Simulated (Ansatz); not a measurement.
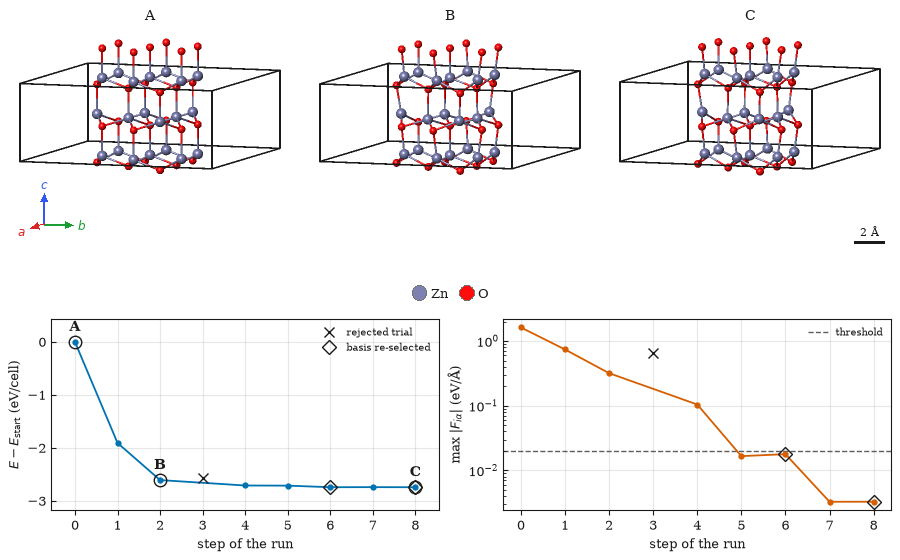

Frames of a relaxation of a wire of composition ZnO, marked on the history of the run. The picture is a ball-and-stick view of the cell of the calculation, with the vacuum cut short (origin shifted), seen slightly off an axis.

Case: wire along [0 0 1], 26 atoms a period.

Level of theory: DFT PBE, scalar-relativistic, plane waves, PAW (Ansatz 0.2.0). (plane-wave cutoff 420 eV; k-point mesh 1 × 1 × 6; occupations gaussian; smearing width 0.05 eV; collinear spin; cell relaxed at fixed a, b, alpha, beta, gamma; force threshold 0.02 eV/Å; at most 45 steps)

### What happens along the run?

The largest moves relative to the centre of the atoms, 0.38 Å, are those of Zn atoms. Largest moves by element: Zn 0.38 Å, O 0.10 Å. Along the periodic axis the drawn cell goes c 5.293 → 5.404 Å (+2.1 %). Near-neighbour distances that change, for instance: O–Zn 2.007 → 1.875 Å, O–Zn 1.999 → 2.098 Å, O–Zn 1.999 → 1.918 Å, O–Zn 1.999 → 2.057 Å. Among the angles between lasting bonds that change: Zn–O–Zn 110.3° → 93.0°, O–Zn–O 108.7° → 121.2°, Zn–O–Zn 110.3° → 99.0°. The energy falls by 2.741 eV per cell of the calculation in 5 accepted moves (8 points after the start). The largest force component goes from 1.6 to 0.0033 eV/Å. The line search rejected the trial step at point 3 of the run. At 2 points the geometry stayed and the basis and grid were re-selected for the new cell (energy shift of 29.6 meV per cell of the calculation at most each time). The program noted that the starting moments weren't kept. From step 0 to 2: Zn atoms move most (0.30 Å), energy −2.606 eV per cell of the calculation. From step 2 to 8: O atoms move most (0.11 Å), energy −0.135 eV per cell of the calculation.
